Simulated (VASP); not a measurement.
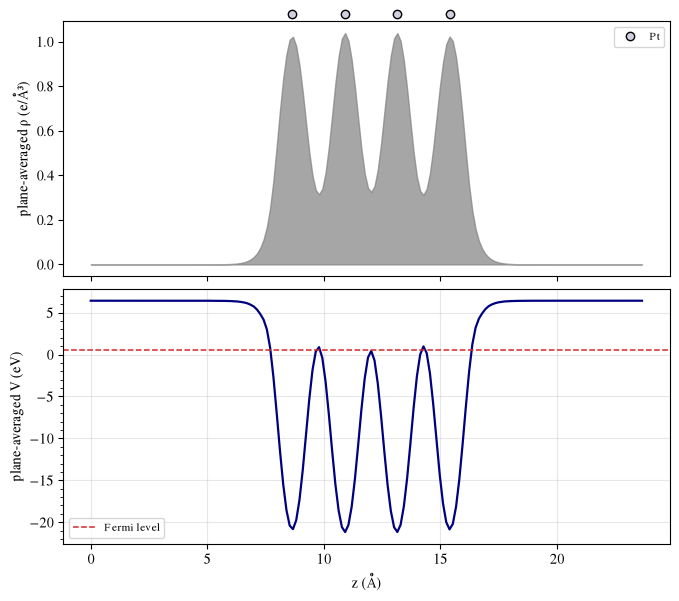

Pt (slab). Plane average of the electrostatic potential (local pseudopotential plus Hartree) felt by an electron and of the valence electron density across the slab. Circles mark the heights of the atoms.

The calculation used Kohn-Sham DFT of a periodic cell, PBEsol, VASP PAW PBE potentials, recommended in VASP 6.6.1.

Core electrons are frozen (PAW), and the valence fields are smoothed inside the atomic spheres.

### How far above the Fermi level of the calculation is the vacuum level?

5.8 eV.

### How thick is the slab, and how wide the vacuum?

The outermost nuclei are 6.8 Å apart, in 4 atomic planes; the vacuum between periodic images is 17.0 Å wide.
